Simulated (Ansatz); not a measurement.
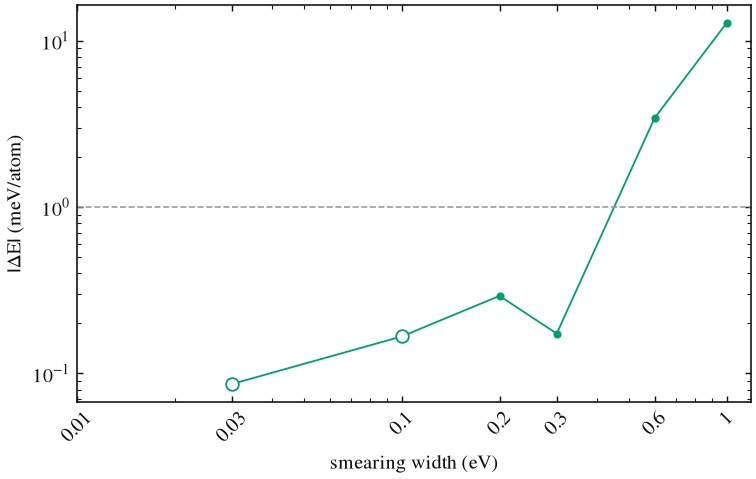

Convergence test: the smearing width is varied and all else is held.
Ca (Fm-3m, 1 atom in the cell); DFT, r2SCAN, plane waves (500 eV) with PAW, scalar-relativistic (Ansatz); 10×10×10 k-mesh, Methfessel–Paxton smearing.
ΔE is the free energy less its value at the smallest setting, 0.01 eV.
Dashed lines or grey bands mark the tolerance: 1 meV/atom.
On logarithmic panels, open markers lie below the reference value and filled ones above.

Q: What is enough for the free energy to 1 meV/atom?

A: The free energy is within 1 meV/atom of the smallest setting's value from 0.3 eV down. It is off by 13 meV/atom at 1 eV and 3.4 meV/atom at 0.6 eV (on both sides of it).
